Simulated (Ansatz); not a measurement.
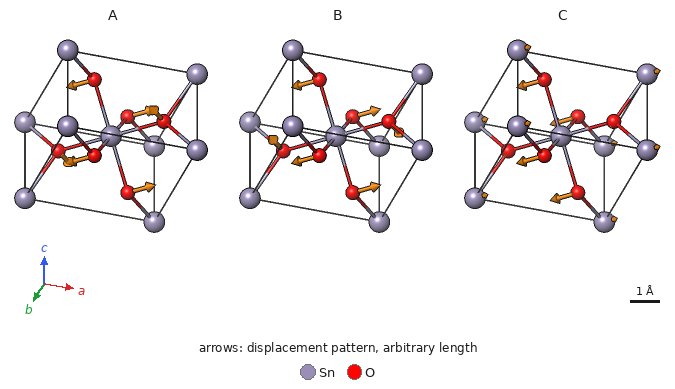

Modes of a crystal of SnO2, space group P4₂/mnm (No. 136), at the zone centre (one member of each degenerate set). The orange arrows are the displacements of the atoms (eigenvector over the root of the mass), of arbitrary overall length and sign. A ball-and-stick model of the cell of the calculation, seen from a free direction.

The calculation used Ansatz, DFT PBE, scalar-relativistic, plane waves, PAW.

Frequencies are those without the non-analytic (LO–TO) term.

### Which are infrared-active and which Raman-active?

A is B₁g, Raman-active by symmetry (110 cm⁻¹). B is A₂g, silent by symmetry (neither infrared- nor Raman-active) (340 cm⁻¹). C is E_u, infrared-active by symmetry (220 cm⁻¹). The crystal has a centre of inversion, so no mode is both.
